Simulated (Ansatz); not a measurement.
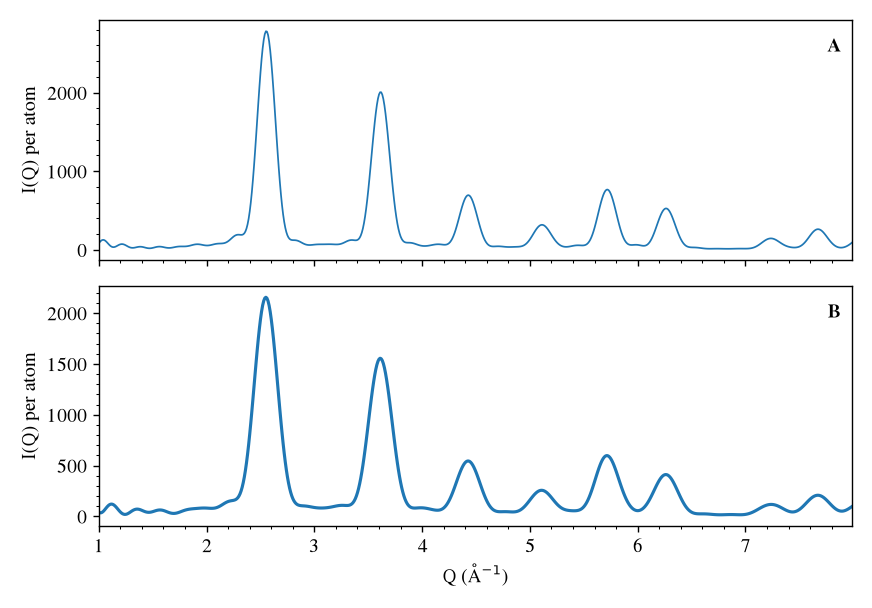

X-ray scattering of spheres cut from the crystal structure of Cu (Pm-3m, a = 2.456 Å, b = 2.456 Å, c = 2.456 Å, α = 90.00°, β = 90.00°, γ = 90.00°), calculated atom by atom with the Debye equation (B = 0.5 Å², no relaxation of the surface). Basis of the simulation: the geometry relaxed with Ansatz 0.2.0, DFT, BLYP, plane waves (420 eV) with PAW, scalar-relativistic; the starting structure was generated, so it need not be a known form of this composition.

> The spheres are 28 and 36 Å across. Which curve is which?

curve A: 36 Å (1647 atoms); curve B: 28 Å (751 atoms). Peak widths go roughly as 2π/D, so the largest sphere has the sharpest peaks.

> Index the main peaks of the largest sphere.

Q ≈ 2.55 Å⁻¹: 100; Q ≈ 3.61 Å⁻¹: 110; Q ≈ 4.43 Å⁻¹: 111; Q ≈ 5.11 Å⁻¹: 200; Q ≈ 5.72 Å⁻¹: 210; Q ≈ 6.26 Å⁻¹: 211.
